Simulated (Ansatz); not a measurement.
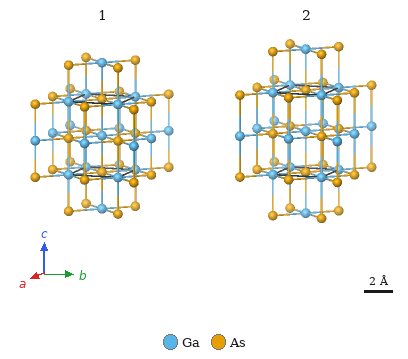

Two geometries of solid GaAs (a generated structure, set up in I4/mmm), drawn at one scale. One is the start of a relaxation, the other its converged end. The picture is a ball-and-stick view of the conventional cell (2 times the calculation's cell), seen slightly off an axis. Lengths and directions refer to the drawn axes.

The calculation used DFT PBE, scalar-relativistic, plane waves, PAW (Ansatz 0.2.0). (plane-wave cutoff 420 eV; k-point mesh 20 × 20 × 20; occupations gaussian; smearing width 0.1 eV; no spin polarisation; cell and atoms relaxed; force threshold 0.01 eV/Å; at most 80 steps)

### Which one is relaxed?

Structure 1 is the relaxed one. The atoms keep their places relative to the cell (all moves are under 0.005 Å). Cell: a = b 3.762 → 3.813 Å (+1.4 %), c 6.052 → 5.391 Å (−10.9 %). Volume −8.5 %. Near-neighbour distances that change, for instance: As–Ga 3.026 → 2.695 Å, As–Ga 2.660 → 2.696 Å. The space group (tolerance 0.01 Å) goes from I4/mmm (No. 139) to Fm-3m (No. 225). Over 4 accepted moves (5 points after the start) the energy falls by 0.134 eV per cell of the calculation. All forces vanish by symmetry, so only the cell relaxes. Pressure: −3.41 GPa at the start and −0.04 GPa at the end. At 1 point the geometry stayed and the basis and grid were re-selected for the new cell (energy shift of 0.7 meV per cell of the calculation at most each time).
